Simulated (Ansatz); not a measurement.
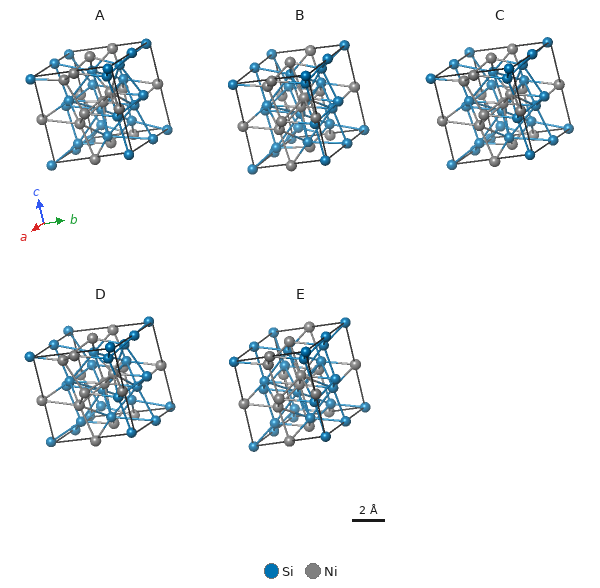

5 geometries from one relaxation of a crystal of Si2Ni (a generated structure, set up in P1) (coarse preliminary run), in shuffled order. A ball-and-stick model of the cell of the calculation, reduced to other axes, seen slightly off an axis. Lengths and directions refer to the drawn axes.

Case: Ni and Si exchanged on 3 pairs of sites drawn at random in a supercell of the crystal.

These are results of DFT PBEsol, scalar-relativistic, plane waves, PAW in Ansatz 0.2.0, not measurements. Set-up: plane-wave cutoff 420 eV; k-point mesh 2 × 2 × 2; occupations gaussian; smearing width 0.1 eV; mesh shifted by (0.5, 0.5, 0.5); no spin polarisation; cell and atoms relaxed; force threshold 0.04 eV/Å; at most 50 steps.

**Order the frames from highest to lowest energy.**

E, B, A, C, D. They are steps 0, 2, 4, 5, 14, at +4.562 eV per cell of the calculation, +1.122 eV per cell of the calculation, +0.390 eV per cell of the calculation, +0.110 eV per cell of the calculation relative to the last. Over 12 accepted moves (14 points after the start) the energy falls by 4.562 eV per cell of the calculation. The largest force component goes from 2.2 to 0.017 eV/Å. The pressure goes from 6.93 to −0.02 GPa. The SCF was repeated twice at an unchanged geometry on a basis and grid sized afresh for the cell, which shifted the energy by 30.3 meV per cell of the calculation at most. A Ni atom moves most relative to the cell: 0.52 Å roughly along [1 −2 1]. Largest moves by element: Ni 0.52 Å, Si 0.48 Å. The drawn cell changes as follows: a 7.625 → 7.434 Å (−2.5 %), b 7.625 → 8.075 Å (+5.9 %), c 7.625 → 7.693 Å (+0.9 %), α 60.0° → 62.5°, β 60.0° → 58.3°, γ 60.0° → 61.8°; the volume changes by +5.9 %. Among the contacts that change: Si–Si 2.684 → 3.548 Å, Si–Si 2.701 → 3.389 Å, Si–Si 2.388 → 2.970 Å, Si–Si 2.722 → 3.259 Å. Among the angles between lasting bonds that change: Ni–Si–Ni 108.0° → 134.1°, Ni–Si–Ni 89.5° → 108.0°, Si–Si–Si 110.2° → 91.7°. The space group stays P1 (No. 1).

Limits of the set-up: the k-point mesh is coarse for a cell with partly filled bands; an element that often carries a moment was run without spin polarisation.
